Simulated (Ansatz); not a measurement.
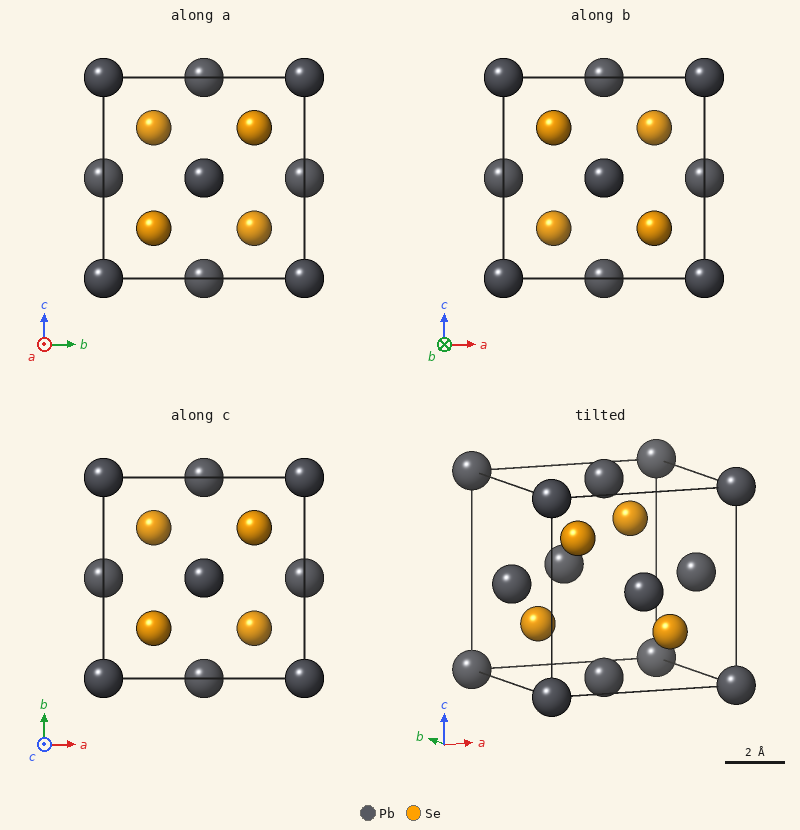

This spheres-only model is shown along the a axis, along the b axis, along the c axis and slightly off an axis. The edges of the conventional unit cell are marked.

Lattice parameters: a = 6.846 Å, b = 6.846 Å, c = 6.846 Å, α = 90.00°, β = 90.00°, γ = 90.00°.

### Put the structure into a table of Wyckoff sites.

Space group F-43m (No. 216).
| atom | site | x | y | z |
| --- | --- | --- | --- | --- |
| Pb | 4a | 0.0000 | 0.0000 | 0.0000 |
| Se | 4d | 0.2500 | 0.2500 | 0.7500 |

Starting structure: a structure type filled with these elements by a generator (whether the compound takes this form wasn't checked). Earlier steps of the study may have refined or changed the cell and positions. It was the input of a calculation with Ansatz.
